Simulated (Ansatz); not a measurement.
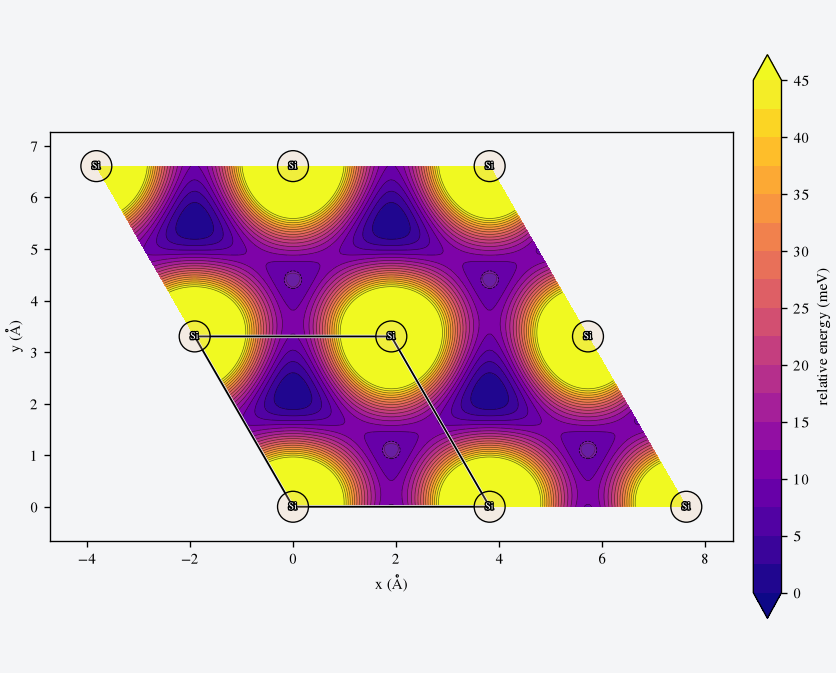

Energy landscape of N₂ on a Si(001) slab cut from the P6_3/mmc phase, its upper half relaxed before the scan (32 atoms of substrate and one adsorbate in a 2 × 2 cell). N2 is moved over the surface cell at a fixed height above a rigid substrate; the origin of the map has the adsorbate above Si29; the height is held at 3.10 Å. Places are given modulo a cell vector. The map is drawn in real space over the plane of the surface. The scan uses a 6 × 6 grid; 10 points were computed and 26 follow by symmetry. Places are given in fractions of the 1 × 1 surface cell. Energies: meV, counted from the lowest grid point. At a fixed height the lowest place need not be the adsorption site. All numbers below come from Ansatz, DFT PBE+D3(BJ), scalar-relativistic, plane waves, PAW. Settings: cutoff 420 eV, k-mesh 6×6×1, gaussian smearing 0.05 eV, no spin polarisation.

In the figure: filled contours, labelled circles for the atoms of the top layer and small ones for the second layer, the outline of one cell of the 2 × 2 shown, one colour for all values above the top of the scale. Between grid points the surface is interpolated. 

**Where are the wells?**

The lowest grid point is at a threefold hollow, (2/6, 4/6) of the cell vectors. A higher local minimum lies near a threefold hollow over a second-layer Si atom, (4/6, 2/6) of the cell vectors (7 meV above the lowest at that grid point). The highest grid point, the top site over a surface Si atom, (0/6, 0/6) of the cell vectors, lies 90 meV above the lowest. On the interpolated surface the easiest way out of the lowest well to the well at a threefold hollow over a second-layer Si atom, (4/6, 2/6) of the cell vectors passes a barrier of about 11 meV.

Each point was launched as `ansatz run input.yaml --threads 2 --pin off --max-ram 6144MiB --backend cpu --events-out ev --progress --plain --runs-dir out`. Time for the 10 points that were run: 6.9 min on 2 threads of AMD EPYC 9R45 96-Core Processor (Zen 5) (shared host).

PAW datasets: the set soft_1.
